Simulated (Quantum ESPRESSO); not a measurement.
**A series of single points on PtS2**

System: PtS2 (P-3m1, 3 atoms in the cell).
Method: Kohn-Sham DFT of a periodic cell, PBE, spin-orbit coupling, PseudoDojo 0.4 FR PBE standard, no spin polarisation (Quantum ESPRESSO 7.5).

The 7 runs differ only in the geometry, by an even scaling of the cell at fixed fractional positions. The structure derives from an entry of the Crystallography Open Database.

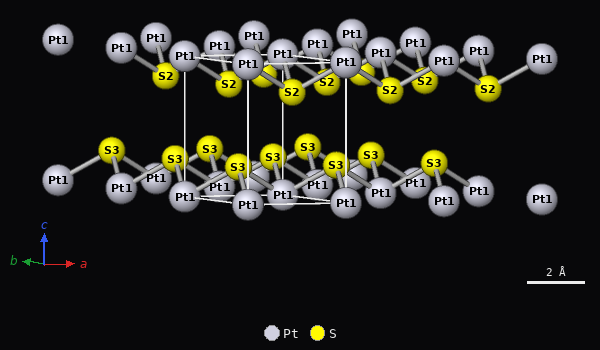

Figure 1. The structure of run 4 (ball-and-stick view of the cell of the calculation, repeated 3 × 3 × 1, seen at an oblique angle; atoms are numbered from 1 in the order of the input). An atom can appear more than once, as a periodic image.

### Input of run 4
```
&CONTROL
  calculation = 'scf'
  prefix = 'pwscf'
  outdir = './tmp'
  pseudo_dir = './pseudo'
  tprnfor = .true.
  tstress = .true.
  disk_io = 'nowf'
/
&SYSTEM
  ibrav = 0
  nat = 3
  ntyp = 2
  ecutwfc = 84
  nbnd = 44
  occupations = 'smearing'
  smearing = 'fd'
  degauss = 0.00367493
  noncolin = .true.
  lspinorb = .true.
/
&ELECTRONS
  conv_thr = 6d-10
  electron_maxstep = 120
  mixing_beta = 0.5
/
ATOMIC_SPECIES
Pt   195.0840 Pt.upf
S     32.0600 S.upf
CELL_PARAMETERS angstrom
   3.5432000000    0.0000000000    0.0000000000
  -1.7716000000    3.0685012107    0.0000000000
   0.0000000000    0.0000000000    5.0388000000
ATOMIC_POSITIONS crystal
Pt     0.0000000000    0.0000000000    0.0000000000
S      0.6666666667    0.3333333333    0.7730000000
S      0.3333333333    0.6666666667    0.2270000000
K_POINTS automatic
5 5 3 0 0 0
```

Command:
```bash
OMP_NUM_THREADS=1 pw.x -in pw.in > pw.out
```

Lattice vectors (Å) and fractional positions of run 4:
```
   3.543200    0.000000    0.000000
  -1.771600    3.068501    0.000000
   0.000000    0.000000    5.038800
Pt  0.000000  0.000000  0.000000
S   0.666667  0.333333  0.773000
S   0.333333  0.666667  0.227000
```

Run 3 differs from it as follows:
```diff
-   3.5432000000    0.0000000000    0.0000000000
-  -1.7716000000    3.0685012107    0.0000000000
-   0.0000000000    0.0000000000    5.0388000000
+   3.5194194177    0.0000000000    0.0000000000
+  -1.7597097089    3.0479066223    0.0000000000
+   0.0000000000    0.0000000000    5.0049815314
```

### Results, with one run withheld

```csv
run,volume per atom (Å³),"free energy per atom, from the lowest run given (meV)",pressure (GPa),gap on the mesh (eV)
1,17.165,166.26,24.03,1.37
2,17.531,116.82,19.42,1.37
3,17.896,?,?,?
4,18.261,46.77,11.57,1.35
5,18.626,24.23,8.24,1.31
6,18.992,8.89,5.25,1.28
7,19.357,0.00,2.57,1.26
```

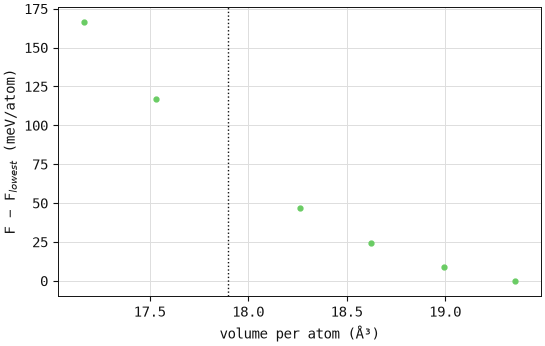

Figure 2. Free energy per atom of the runs given; the dotted line marks run 3.

What should run 3 give?

A cubic polynomial in V^(−2/3) (the Birch–Murnaghan form), fitted to the 6 runs given, misses them by at most 0.04 meV per atom. With x = V^(−2/3) − 0.14403 Å⁻², it reads F = 44.405 + 13409 x + 9.62e+05 x² + 1.869e+06 x³ (meV per atom). At run 3 it gives 77.35 meV per atom, and the run itself gives 77.33. The slope of the fit gives a pressure −dF/dV of 15.30 GPa there, and the run prints 15.28 GPa. The fit has no minimum inside this range. The gap on the mesh goes, without turning, from 1.37 eV in run 1 to 1.26 eV in run 7; run 3 has 1.37 eV. These are gaps of this functional on this mesh, which can miss the band edges; they aren't the measured gap.

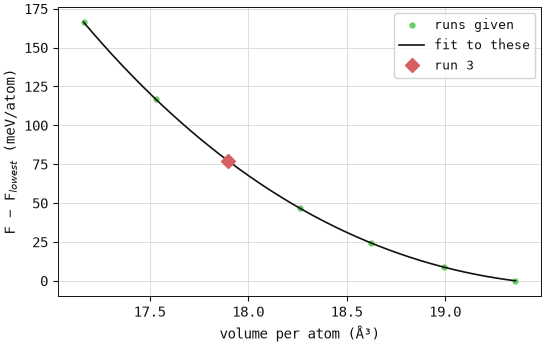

Figure 3. The fit and the withheld run.

### Some lines of the output (run 3)
```
[...]
     unit-cell volume          =     362.3029 (a.u.)^3
     number of k points=    12  Fermi-Dirac smearing, width (Ry)=  0.0037
     total energy              =    -305.62128809 Ry
     total energy              =    -305.73970546 Ry
     total energy              =    -305.83511767 Ry
     total energy              =    -305.83604456 Ry
     total energy              =    -305.83616552 Ry
     total energy              =    -305.83616997 Ry
     total energy              =    -305.83617009 Ry
     the Fermi energy is    11.9732 ev
!    total energy              =    -305.83617009 Ry
     The total energy is F=E-TS. E is the sum of the following terms:
     Computing stress (Cartesian axis) and pressure
          total   stress  (Ry/bohr**3)                   (kbar)     P=      152.80
```
